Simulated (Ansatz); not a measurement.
TiO

```xyz
6
Lattice="4.9891 0.0000 0.0000 -2.4945 4.3207 0.0000 0.0000 0.0000 2.8733" Properties=species:S:1:pos:R:3 pbc="T T T"
Ti    2.4946    1.4402    1.4367
Ti    0.0000    2.8805    1.4367
Ti    0.0000    0.0000    0.0000
O     1.5106    2.6164    0.0000
O     1.9679    0.0000    0.0000
O    -0.9839    1.7042    0.0000
```

Space group P-62m; a structure from a database of computed crystals, not necessarily the ambient phase; computed pressure about −6 GPa in this cell; computed without spin polarisation.

Level of theory: DFT PBEsol, scalar-relativistic, plane waves, PAW in Ansatz.

Predict the valence pseudo-density and electron localisation function between the atoms.

Ti–O (1.97 Å): ρ at the midpoint is about 0.69 e/Å³; the ELF peaks at about 0.85 in the valence shell of O, 0.6 Å from its nucleus, and is about 0.20 at the midpoint (no shared electron pair shows on this line).
Ti–Ti (2.87 Å): the density is about 0.22 e/Å³ at the midpoint; the ELF is about 0.35 at the midpoint.
The ELF has a maximum of about 0.80 in the space between the atoms, 1.9 Å from four Ti atoms, on no atom or two-centre bond.

Metal or insulator at this level of theory?

It is gapless in this calculation (a metal or semimetal); semilocal functionals without U, or without the true magnetic order, often close the gap of such compounds.

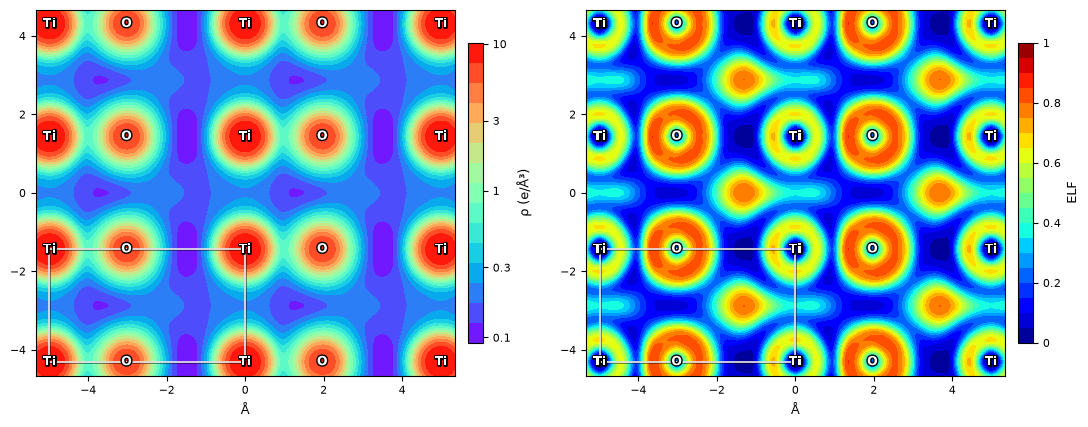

Computed valence pseudo-density and electron localisation function on the (010) plane of the conventional cell, in this order. 

Core electrons are frozen (PAW), and the valence fields are smoothed inside the atomic spheres.
